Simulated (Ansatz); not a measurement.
LiF (space group P6_3mc, No. 186): the end point of a relaxation with Ansatz 0.2.0, DFT, HSE06, plane waves, PAW.

```cif
data_structure
_symmetry_space_group_name_H-M 'P6_3mc'
_symmetry_Int_Tables_number 186
_cell_length_a 3.0872
_cell_length_b 3.0872
_cell_length_c 4.8390
_cell_angle_alpha 90.000
_cell_angle_beta 90.000
_cell_angle_gamma 120.000
_cell_volume 39.94
loop_
_atom_site_label
_atom_site_type_symbol
_atom_site_symmetry_multiplicity
_atom_site_Wyckoff_symbol
_atom_site_fract_x
_atom_site_fract_y
_atom_site_fract_z
_atom_site_occupancy
Li1 Li 2 b 0.33333 0.66667 0.38107 1
F1 F 2 b 0.33333 0.66667 0.99392 1
```

Describe the stacking along c, with columns A (0, 0), B (1/3, 2/3), C (2/3, 1/3) of the hexagonal mesh.

F(B) – Li(B) – F(C) – Li(C) (four layers in 4.84 Å).

F layers alone: BC, the hexagonal close-packed type.

Li: two tetrahedral sites in each hexagonal cell.

Polytype symbol 2H, the symbol of a tetrahedral polytype (number of double layers in the repeat and lattice).

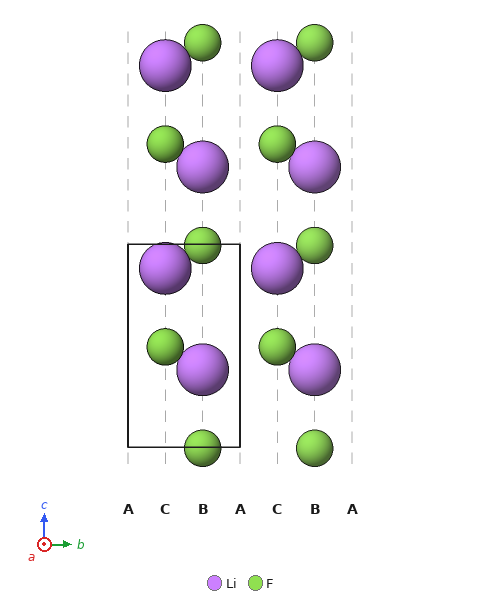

Projection along an edge of the hexagonal mesh, stacking direction c upwards. The dashed lines mark the three columns A (0, 0), B (1/3, 2/3) and C (2/3, 1/3). The sequence starts with the first layer at or above the cell's origin.
